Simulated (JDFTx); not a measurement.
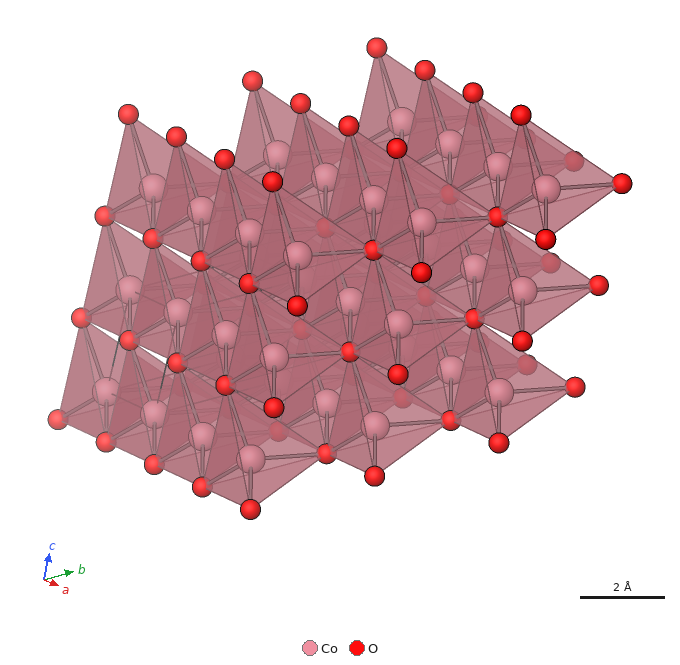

**Figure 1.** The structure as given in the input (polyhedral view of the cell of the calculation, repeated 3 × 2 × 2, seen slightly off an axis; polyhedra are completed across the faces of the cell). An atom can appear more than once, as a periodic image.

**Run report: CoO, single-point calculation at one volume of an equation of state**

System: CoO (R3m, 2 atoms in the cell).
Method: Kohn-Sham DFT of a periodic cell, PBEsol, PseudoDojo-SR-PBEsol-0.4.1-standard, spin-polarised (JDFTx 1.7.0 (patched build)).

The structure derives from a Materials Project entry. It belongs to a series of runs on one base structure; here: volume scaled by 0.98.

Log
```
*************** JDFTx 1.7.0 (patched build) ***************

Input parsed successfully to the following command list (including defaults):
[... the input with its defaults ...]

---------- Setting up symmetries ----------

Found 12 point-group symmetries of the bravais lattice
Found 6 space-group symmetries with basis
Applied RMS atom displacement 0 bohrs to make symmetries exact.

---------- Initializing the Grid ----------
R =
[      3.00744     -3.00744            0  ]
[      1.73634      1.73634     -3.47269  ]
[      4.81738      4.81738      4.81738  ]
unit cell volume = 150.936
G =
[    1.04461   0.603105   0.434758  ]
[   -1.04461   0.603105   0.434758  ]
[ -8.22288e-18   -1.20621   0.434758  ]
Minimum fftbox size, Smin = [  56  56  56  ]
Chosen fftbox size, S = [  56  56  56  ]

---------- Initializing tighter grid for wavefunction operations ----------
R =
[      3.00744     -3.00744            0  ]
[      1.73634      1.73634     -3.47269  ]
[      4.81738      4.81738      4.81738  ]
unit cell volume = 150.936
G =
[    1.04461   0.603105   0.434758  ]
[   -1.04461   0.603105   0.434758  ]
[ -8.22288e-18   -1.20621   0.434758  ]
Minimum fftbox size, Smin = [  40  40  40  ]
Chosen fftbox size, S = [  40  40  40  ]

---------- Exchange Correlation functional ----------
Initalized PBEsol GGA exchange.
Initalized PBEsol GGA correlation.

---------- Setting up pseudopotentials ----------
Width of ionic core gaussian charges (only for fluid interactions / plotting) set to 0

Reading pseudopotential file 'pseudo/Co.upf':
  'Co' pseudopotential, 'PBESOL' functional
  Generated using ONCVPSP code by D. R. Hamann
  17 valence electrons, 4 orbitals, 6 projectors, 1001 radial grid points, with lMax = 2
    3S    l: 0   occupation:  2.0   eigenvalue: -3.753490
    3P    l: 1   occupation:  6.0   eigenvalue: -2.407467
    3D    l: 2   occupation:  7.0   eigenvalue: -0.302441
    4S    l: 0   occupation:  2.0   eigenvalue: -0.201732
  Core radius for overlap checks: 1.60 bohrs.

Reading pseudopotential file 'pseudo/O.upf':
  'O' pseudopotential, 'PBESOL' functional
  Generated using ONCVPSP code by D. R. Hamann
  6 valence electrons, 2 orbitals, 5 projectors, 936 radial grid points, with lMax = 2
    2S    l: 0   occupation:  2.0   eigenvalue: -0.874950
    2P    l: 1   occupation:  4.0   eigenvalue: -0.329796
  Core radius for overlap checks: 1.39 bohrs.

Initialized 2 species with 2 total atoms.

Folded 1 k-points by 10x10x10 to 1000 k-points.

---------- Setting up k-points, bands, fillings ----------
Adding inversion symmetry to k-mesh for non-inversion-symmetric unit cell.
Reduced to 116 k-points under symmetry.
Computing the number of bands and number of electrons
Calculating initial fillings.
nElectrons:  23.000000   nBands: 19   nStates: 232

----- Setting up reduced wavefunction bases (one per k-point) -----
average nbasis = 2397.613 , ideal nbasis = 2397.451

---------- Setting up ewald sum ----------
Optimum gaussian width for ewald sums = 1.917330 bohr.
Real space sum over 1331 unit cells with max indices [  5  5  5  ]
Reciprocal space sum over 2197 terms with max indices [  6  6  6  ]

---------- Allocating electronic variables ----------
Initializing wave functions:  linear combination of atomic orbitals
Note: number of bands (19) exceeds available atomic orbitals (14)
Co (M=2) pseudo-atom majority spin occupations:   s ( 1 0.5 )  p ( 3 )  d ( 5 )
Co (M=2) pseudo-atom minority spin occupations:   s ( 1 0 )  p ( 3 )  d ( 3.5 )
O pseudo-atom occupations:   s ( 2 )  p ( 4 )
	FillingsUpdate:  mu: +0.990263959  nElectrons: 23.000000  magneticMoment: [ Abs: 0.16421  Tot: +0.16379 ]
LCAOMinimize: Iter:   0  F: -150.8128849145104198  |grad|_K:  1.271e-02  alpha:  1.000e+00
	FillingsUpdate:  mu: +0.989688387  nElectrons: 23.000000  magneticMoment: [ Abs: 0.25855  Tot: +0.25855 ]
LCAOMinimize: Iter:   1  F: -155.0981315347640361  |grad|_K:  9.011e-03  alpha:  3.072e-01  linmin: -1.747e-01  cgtest:  5.752e-01
LCAOMinimize: 	Wrong curvature in test step, increasing alphaT to 9.215904e-01.
[... 34 lines of inner loops ...]
LCAOMinimize: Iter:  16  F: -158.3322737988360984  |grad|_K:  2.395e-06  alpha:  2.996e-01  linmin: -1.432e-04  cgtest:  4.395e-03
	FillingsUpdate:  mu: +0.440052950  nElectrons: 23.000000  magneticMoment: [ Abs: 2.65343  Tot: +2.64877 ]
LCAOMinimize: Iter:  17  F: -158.3322739809224231  |grad|_K:  8.827e-07  alpha:  7.570e-01  linmin: -2.469e-04  cgtest: -6.022e-04
LCAOMinimize: Converged (|Delta F|<1.000000e-06 for 2 iters).

-------- Electronic minimization -----------
Will mix electronic density at each iteration.
	FillingsUpdate:  mu: +0.440052950  nElectrons: 23.000000  magneticMoment: [ Abs: 2.65343  Tot: +2.64877 ]
	FillingsUpdate:  mu: +0.437013522  nElectrons: 23.000000  magneticMoment: [ Abs: 2.65343  Tot: +2.64877 ]
SCF: Cycle:  0   F: -158.366116300889331   dF: -3.384e-02   |Residual|: 1.033e-01   |deigs|: 6.214e-02
	FillingsUpdate:  mu: +0.417156226  nElectrons: 23.000000  magneticMoment: [ Abs: 2.65854  Tot: +2.65097 ]
SCF: Cycle:  1   F: -158.370784041859309   dF: -4.668e-03   |Residual|: 3.117e-02   |deigs|: 2.012e-02
	FillingsUpdate:  mu: +0.421275795  nElectrons: 23.000000  magneticMoment: [ Abs: 2.68163  Tot: +2.67628 ]
SCF: Cycle:  2   F: -158.370906950688379   dF: -1.229e-04   |Residual|: 2.814e-02   |deigs|: 4.323e-03
	FillingsUpdate:  mu: +0.420669383  nElectrons: 23.000000  magneticMoment: [ Abs: 2.72644  Tot: +2.72245 ]
SCF: Cycle:  3   F: -158.371248888348475   dF: -3.419e-04   |Residual|: 1.010e-02   |deigs|: 1.711e-03
	FillingsUpdate:  mu: +0.422074237  nElectrons: 23.000000  magneticMoment: [ Abs: 2.77805  Tot: +2.76943 ]
SCF: Cycle:  4   F: -158.371265925164465   dF: -1.704e-05   |Residual|: 3.230e-03   |deigs|: 1.165e-03
	FillingsUpdate:  mu: +0.422149466  nElectrons: 23.000000  magneticMoment: [ Abs: 2.78797  Tot: +2.77847 ]
SCF: Cycle:  5   F: -158.371267376739809   dF: -1.452e-06   |Residual|: 1.533e-03   |deigs|: 2.185e-04
	FillingsUpdate:  mu: +0.422196151  nElectrons: 23.000000  magneticMoment: [ Abs: 2.78478  Tot: +2.77538 ]
SCF: Cycle:  6   F: -158.371267720418757   dF: -3.437e-07   |Residual|: 5.525e-04   |deigs|: 8.413e-05
	FillingsUpdate:  mu: +0.422237754  nElectrons: 23.000000  magneticMoment: [ Abs: 2.78365  Tot: +2.77422 ]
SCF: Cycle:  7   F: -158.371267806965051   dF: -8.655e-08   |Residual|: 1.983e-04   |deigs|: 5.953e-05
	FillingsUpdate:  mu: +0.422244805  nElectrons: 23.000000  magneticMoment: [ Abs: 2.78357  Tot: +2.77417 ]
SCF: Cycle:  8   F: -158.371267817022726   dF: -1.006e-08   |Residual|: 1.164e-04   |deigs|: 2.300e-05
	FillingsUpdate:  mu: +0.422252917  nElectrons: 23.000000  magneticMoment: [ Abs: 2.78327  Tot: +2.77390 ]
SCF: Cycle:  9   F: -158.371267821630028   dF: -4.607e-09   |Residual|: 3.698e-05   |deigs|: 6.177e-05
	FillingsUpdate:  mu: +0.422257266  nElectrons: 23.000000  magneticMoment: [ Abs: 2.78332  Tot: +2.77394 ]
SCF: Cycle: 10   F: -158.371267822379423   dF: -7.494e-10   |Residual|: 1.720e-05   |deigs|: 5.662e-05
	FillingsUpdate:  mu: +0.422257811  nElectrons: 23.000000  magneticMoment: [ Abs: 2.78335  Tot: +2.77397 ]
SCF: Cycle: 11   F: -158.371267822619842   dF: -2.404e-10   |Residual|: 9.491e-06   |deigs|: 2.861e-05
SCF: Converged (|Delta E|<1.000000e-09 for 2 iters).

Setting wave functions to eigenvectors of Hamiltonian

# Stress tensor in Cartesian coordinates [Eh/a0^3]:
[  0.000246901            0            0  ]
[            0  0.000246901            0  ]
[            0            0  6.77424e-05  ]

# Ionic positions in lattice coordinates:
ion Co   0.998978320000000   0.998978320000000   0.998978320000000 1
ion O   0.751021030000000   0.751021030000000   0.751021030000000 1

# Forces in Cartesian coordinates:
force Co   0.000000000000000   0.000000000000000   0.004558497373893 1
force O  -0.000000000000000  -0.000000000000000  -0.004591846415138 1

# Energy components:
   Eewald =      -97.8108326987444627
       EH =       51.9161316393085599
     Eloc =     -148.7373314003234839
      Enl =      -21.7648981631750438
      Exc =      -31.9176689143168097
 Exc_core =       10.9079089674401910
       KE =       79.0362028001437409
-------------------------------------
     Etot =     -158.3704877696673066
       TS =        0.0007800529525246
-------------------------------------
        F =     -158.3712678226198420

IonicMinimize: Iter:   0  F: -158.371267822619842  |grad|_K:  2.641e-03
IonicMinimize: None of the convergence criteria satisfied after 0 iterations.

#--- Lowdin population analysis ---
# oxidation-state Co +1.067
# magnetic-moments Co +2.337
# oxidation-state O -0.907
# magnetic-moments O +0.436

Dumping 'run.eigStats' ...
	eMin: -3.110563 at state 0 ( [ +0.000000 +0.000000 +0.000000 ] spin 1 )
	HOMO: +0.421432 at state 230 ( [ +0.400000 +0.500000 -0.400000 ] spin -1 )
	mu  : +0.422258
	LUMO: +0.422340 at state 47 ( [ +0.100000 +0.200000 -0.100000 ] spin 1 )
	eMax: +1.304842 at state 206 ( [ +0.200000 +0.500000 +0.500000 ] spin -1 )
	HOMO-LUMO gap: +0.000908
	Optical gap  : +0.003059 at state 7 ( [ +0.000000 +0.100000 +0.200000 ] spin 1 )
Done!
```

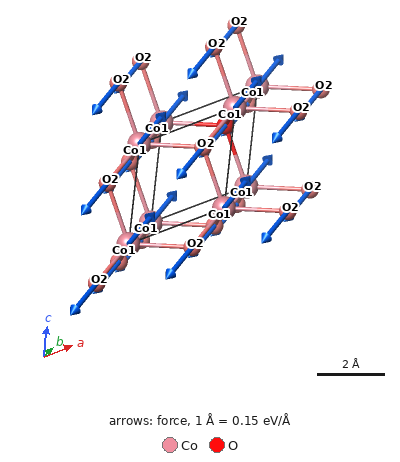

**Figure 2.** Forces on the atoms as blue arrows (ball-and-stick view of the cell of the calculation, seen slightly off an axis; neighbours outside the cell are drawn fainter; atoms are numbered from 1 in the order of the input). The largest act on O2 (0.24 eV/Å); Co1 (0.23 eV/Å). The geometry is not a stationary point of this energy.

The run was set up as follows.

Input file
```
lattice \
    3.0074355653    -3.0074355653     0.0000000000 \
    1.7363437332     1.7363437332    -3.4726874664 \
    4.8173762624     4.8173762624     4.8173762624
coords-type Lattice
ion Co     0.9989783200     0.9989783200     0.9989783200 1
ion O      0.7510210300     0.7510210300     0.7510210300 1

ion-species pseudo/Co.upf
ion-species pseudo/O.upf
elec-cutoff 48 384
elec-ex-corr gga-PBEsol
kpoint-folding 10 10 10
elec-smearing Fermi 0.0018374661
elec-n-bands 19
spintype z-spin
initial-magnetic-moments Co 2
elec-initial-magnetization 2 no
electronic-SCF nIterations 100 energyDiffThreshold 1e-09
electronic-minimize nIterations 30 energyDiffThreshold 1e-7
forces-output-coords Cartesian

dump-name run.$VAR
dump End Ecomponents EigStats BandEigs Kpoints Forces Stress ElecDensity Dtot
```

Launched with:
```bash
jdftx -c 1 -i CoO.in -o CoO.out
```

Summary

```json
{"quantity": "outcome", "value": "converged"}
{"quantity": "space group (tolerance 0.01 Å)", "value": "R3m (160)"}
{"quantity": "electrons treated", "value": "23"}
{"quantity": "free energy", "value": "−4309.5017 eV"}
{"quantity": "Fermi energy", "value": "11.490 eV"}
{"quantity": "gap on the k-point mesh", "value": "none (metallic)"}
{"quantity": "net moment of the cell", "value": "2.77 μB"}
{"quantity": "integrated absolute moment", "value": "2.78 μB"}
{"quantity": "pressure", "value": "−5.51 GPa"}
{"quantity": "largest force (length of the vector)", "value": "0.236 eV/Å"}
{"quantity": "hardware", "value": "1 thread of Intel Xeon (Granite Rapids), 64 GiB of memory available, shared host"}
{"quantity": "wall time", "value": "5.7 min"}
{"quantity": "peak memory", "value": "0.48 GiB"}
```
